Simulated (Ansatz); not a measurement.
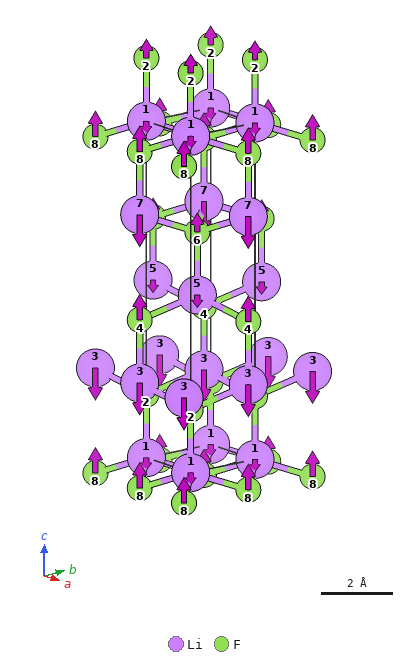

A relaxation of solid LiF (a generated structure, set up in P6_3mc). The starting structure is drawn; purple arrows show the displacements (the part carried along by the change of the cell is left out), 50 times their true length.

Style: ball-and-stick. Shown: the cell of the calculation, slightly off an axis.

Case: stacking ABCB.

Computed with Ansatz 0.2.0, DFT PBEsol, scalar-relativistic, plane waves, PAW.

The input:
```yaml
crystal:
  lattice:
    - [3.092971167, 0.0, 0.0]
    - [-1.5464855835, 2.6785916038, 0.0]
    - [0.0, 0.0, 9.6413658661]
  atoms:
    - { symbol: Li, position: [0.0, 0.0, 0.0] }
    - { symbol: F, position: [0.0, 0.0, 0.1875] }
    - { symbol: Li, position: [0.3333333333, 0.6666666667, 0.25] }
    - { symbol: F, position: [0.3333333333, 0.6666666667, 0.4375] }
    - { symbol: Li, position: [0.6666666667, 0.3333333333, 0.5] }
    - { symbol: F, position: [0.6666666667, 0.3333333333, 0.6875] }
    - { symbol: Li, position: [0.3333333333, 0.6666666667, 0.75] }
    - { symbol: F, position: [0.3333333333, 0.6666666667, 0.9375] }
basis:
  ecutwfc: 420
kpoints:
  mp_grid: { grid: [9, 9, 3] }
hamiltonian:
  xc: pbesol
scf:
  occupations: { method: gaussian, width: 0.02 }
output:
  forces: true
  stress: true
  eigenvalues: true
  populations: true
relax:
  adjacent_minimum: "off"
  f_tol: 0.01
  max_steps: 45
  cell: { stress_tol: 0.05 }
```

Command:
```bash
ansatz run input.yaml --threads 1 --pin off --max-ram 2560MiB --backend cpu --events-out ev --progress --plain --runs-dir out
```

### Describe the change and its energy.

The energy falls by 30.0 meV per cell of the calculation in 5 accepted moves (7 points after the start). Largest force component: 0.26 eV/Å at the start, 0.00021 eV/Å at the end. The pressure goes from 0.32 to 0.00 GPa. The SCF was repeated twice at an unchanged geometry on a basis and grid sized afresh for the cell, which shifted the energy by 1.6 meV per cell of the calculation at most. The largest moves relative to the cell, 0.019 Å, are those of Li3 and Li7. Li7 goes along −c. Largest moves by element: Li 0.019 Å, F 0.015 Å. The drawn cell changes as follows: a = b 3.093 → 3.067 Å (−0.8 %), c 9.641 → 9.829 Å (+1.9 %); the volume changes by +0.2 %. Some distances before and after: Li3–F4 1.808 → 1.877 Å, Li1–F2 1.808 → 1.862 Å, F2–Li3 1.885 → 1.865 Å, F4–Li5 1.885 → 1.867 Å. The space group stays P6_3mc (No. 186).
